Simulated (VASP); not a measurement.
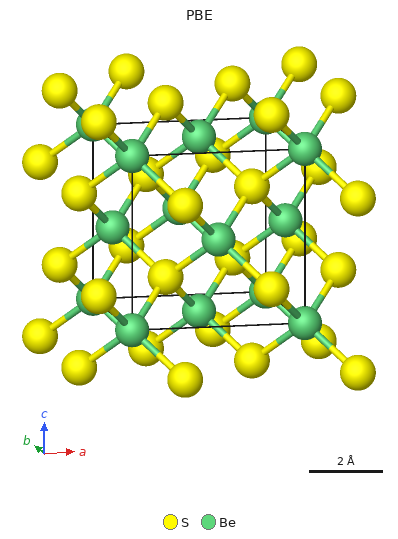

Solid BeS (set up in F-43m), relaxed (cell and atoms) with several functionals. The picture shows the result with PBE. Style: ball-and-stick. Shown: the conventional cell (4 times the calculation's cell), slightly off an axis. Lengths and directions refer to the drawn axes.

Computed with VASP 6.6.1: VASP PAW PBE potentials, recommended; VASP PAW LDA potentials, recommended (each functional with its own set). (plane-wave cutoff 600 eV; k-point mesh 9 × 9 × 9; occupations fermi-dirac; smearing width 0.05 eV; no spin polarisation)

| functional | volume (Å³/atom) | a (Å) |
| --- | --- | --- |
| PBE | 14.496 | 4.877 |
| BLYP | 14.931 | 4.925 |
| revPBE | ? | ? |
| optB88-vdW | 14.484 | 4.875 |
| SCAN | 14.366 | 4.862 |
| RPBE | 14.855 | 4.916 |
| rev-vdW-DF2 | 14.405 | 4.866 |
| r2SCAN | 14.470 | 4.874 |
| vdW-DF-cx | 14.423 | 4.868 |
| PBEsol | 14.164 | 4.839 |
| PW91 | 14.487 | 4.876 |
| LDA | 13.801 | 4.797 |

**One row is withheld. What does the calculation give there?**

With revPBE the volume falls between PBE (14.496) and RPBE (14.855). The calculation gives 14.777 Å³/atom (a = 4.908 Å). Left out of the table: AM05, which met the thresholds at the start cell and never moved. In order of volume: LDA < PBEsol < SCAN < rev-vdW-DF2 < vdW-DF-cx < r2SCAN < optB88-vdW ≈ PW91 < PBE < revPBE < RPBE < BLYP; the spread is 8.2 %.
